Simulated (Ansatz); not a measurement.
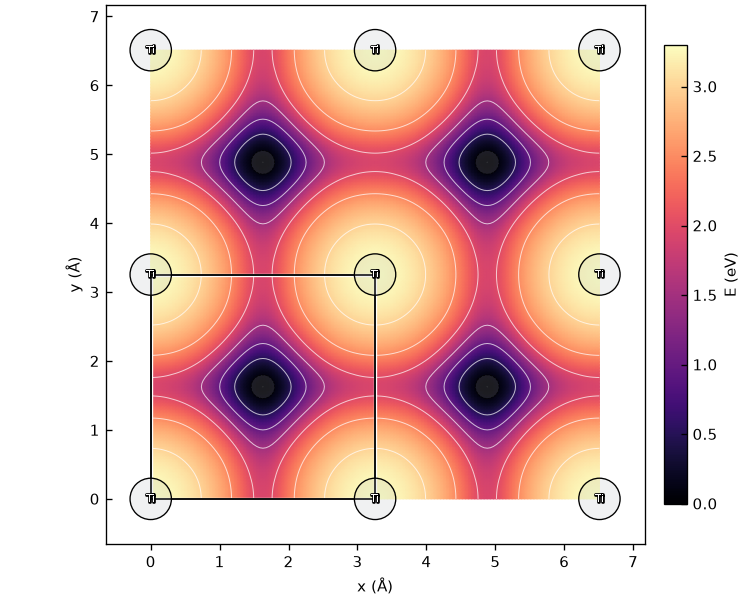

S on a Ti(100) slab cut from the Im-3m phase, its upper half relaxed before the scan (4 atoms of substrate and one adsorbate in a 1 × 1 cell). S is moved over the surface cell; relaxed at each place: the height of the adsorbate's atoms; substrate rigid; the origin of the map has the adsorbate above Ti4. Places are given modulo a cell vector. The map is drawn in real space over the plane of the surface. The scan uses an 8 × 8 grid; 15 points were computed and 49 follow by symmetry. All energies are given in eV relative to the lowest grid point. With one adsorbate in each 1 × 1 cell, its nearest image is 3.3 Å away, so neighbouring adsorbates interact. These are results of DFT PBE, scalar-relativistic, plane waves, PAW (Ansatz 0.2.0), not measurements. Settings: cutoff 420 eV, k-mesh 8×8×1, gaussian smearing 0.1 eV, no spin polarisation.

Drawn: a smooth colour map with a few white contour lines, labelled circles for the atoms of the top layer and small ones for the second layer, the outline of one cell of the 2 × 2 shown. Between grid points the surface is interpolated.

The lowest grid point is at a fourfold hollow over a second-layer Ti atom, (4/8, 4/8) of the cell vectors. No other kind of well shows on this grid. The highest grid point, the top site over a surface Ti atom, (0/8, 0/8) of the cell vectors, lies 3.30 eV above the lowest. On the interpolated surface the easiest way out of the lowest well to its copy in the next cell or period passes a barrier of about 1.9 eV. At the lowest point the adsorbate has 5 Ti at 2.50 Å as nearest neighbours, at the highest 1 Ti at 2.20 Å. Its relaxed height above the top atom is 0.98 Å at the lowest and 2.20 Å at the highest point.

S is replaced by C; all else is set up alike.

Q: What does this change do to the map?

A: The minimum (interpolated where it lies between grid points) moves from a fourfold hollow over a second-layer Ti atom, (4/8, 4/8) of the cell vectors to (3/8, 4/8) of the cell vectors [nearest 1 Ti at 1.93 Å]. The span from the lowest to the highest grid point grows from 3.30 to 5.39 eV. In the new map: at the lowest point the adsorbate has 1 Ti at 1.93 Å as nearest neighbours, at the highest 1 Ti at 1.90 Å. Its relaxed height above the top atom is 0.37 Å at the lowest and 1.90 Å at the highest point.

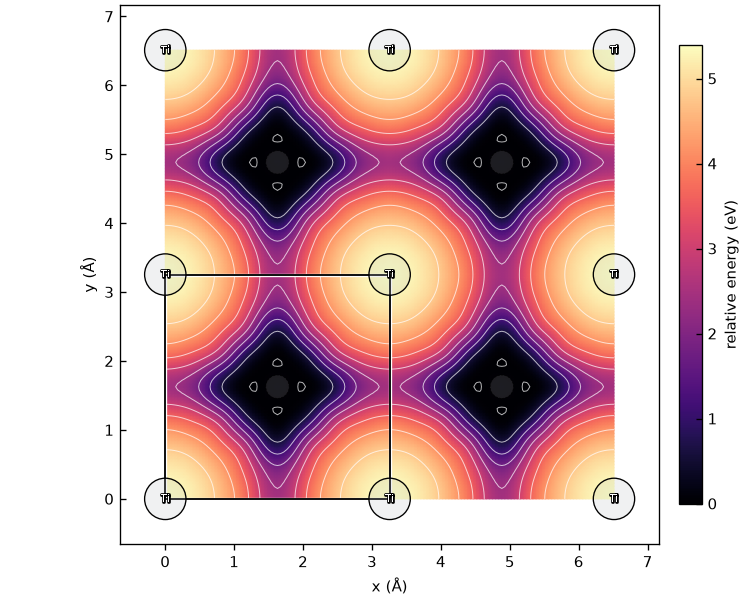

The map after the change, on a colour scale of its own. In the figure: a smooth colour map with a few white contour lines, labelled circles for the atoms of the top layer and small ones for the second layer, the outline of one cell of the 2 × 2 shown. Between grid points the surface is interpolated.

PAW datasets: the set soft_1.
